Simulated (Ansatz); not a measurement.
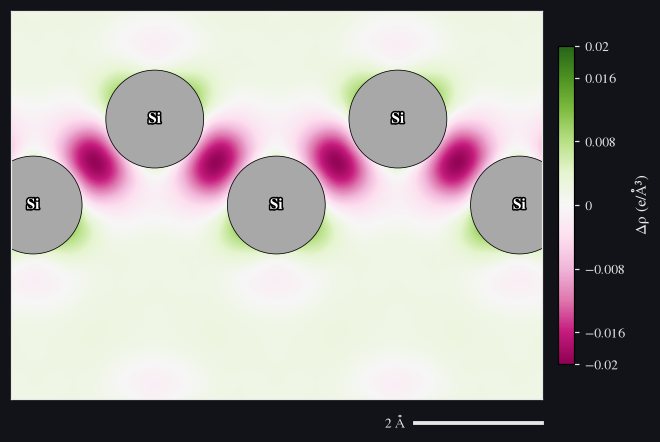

Si. Difference of the valence pseudo-densities of two functionals at the same geometry, on the (11̄0) plane of the calculation cell: PBEsol less r2SCAN.

Both computed with Ansatz (plane waves, PAW), on the same k-point mesh. Grey discs cover the atomic cores.

Question: Where does the change of functional move the electrons?

Answer: Against r2SCAN, PBEsol gives a change of −0.019 e/Å³ at the midpoint of Si–Si.
